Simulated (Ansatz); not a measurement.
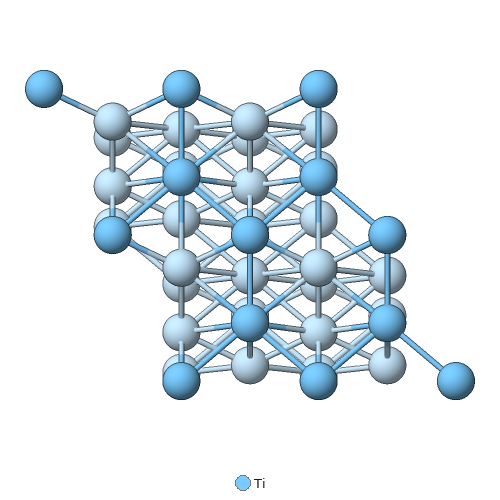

The system is O on a Ti(101) slab cut from the P6/mmm phase, its upper half relaxed before the scan (9 atoms of substrate and one adsorbate in a 1 × 1 cell); the picture shows it without the atoms that are moved over the map. O is moved over the surface cell; relaxed at each place: the height of the adsorbate's atoms; substrate rigid; the origin of the map has the adsorbate above Ti9. Places are given modulo a cell vector. The map is drawn in real space over the plane of the surface. The grid has 4 × 4 points. All energies are given in eV relative to the lowest grid point. With one adsorbate in each 1 × 1 cell, its nearest image is 4.6 Å away, so neighbouring adsorbates interact. The runs have no spin polarisation; a magnetic state may lie lower. These are results of DFT PBE, scalar-relativistic, plane waves, PAW in Ansatz 0.2.0, not measurements. Settings: cutoff 420 eV, k-mesh 7×6×1, gaussian smearing 0.1 eV, no spin polarisation.

Range: position of O10 along the first surface vector from 0.00 to 0.75; position of O10 along the second surface vector from 0.00 to 0.75.

What landscape does the calculation give?

The lowest grid point is at a bridge site between two Ti atoms, (2/4, 0/4) of the cell vectors. The highest grid point, the top site over a surface Ti atom, (0/4, 0/4) of the cell vectors, lies 1.93 eV above the lowest. At the lowest point the adsorbate has 1 Ti at 1.79 Å as nearest neighbours, at the highest 1 Ti at 1.65 Å. Its relaxed height above the top atom is 0.68 Å at the lowest and 1.65 Å at the highest point.

| second ↓, first → | 0/4 | 1/4 | 2/4 | 3/4 |
| --- | --- | --- | --- | --- |
| 3/4 | 0.33 | 1.11 | 1.11 | 0.33 |
| 2/4 | 0.91 | 0.82 | 0.91 | 1.37 |
| 1/4 | 1.45 | 1.45 | 1.12 | 1.12 |
| 0/4 | 1.93 | 1.20 | 0.00 | 1.20 |

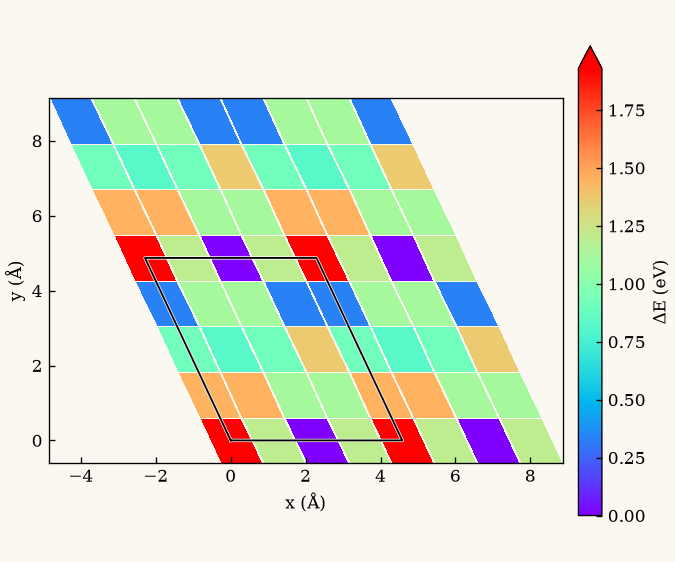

In the figure: one coloured cell a grid point, the outline of one cell of the 2 × 2 shown, one colour for all values above the top of the scale.

The whole map (16 points run) took 17 min on 4 threads of Intel(R) Xeon(R) Platinum 8488C (Sapphire Rapids), with other jobs on the host.

PAW datasets: the set soft_1.
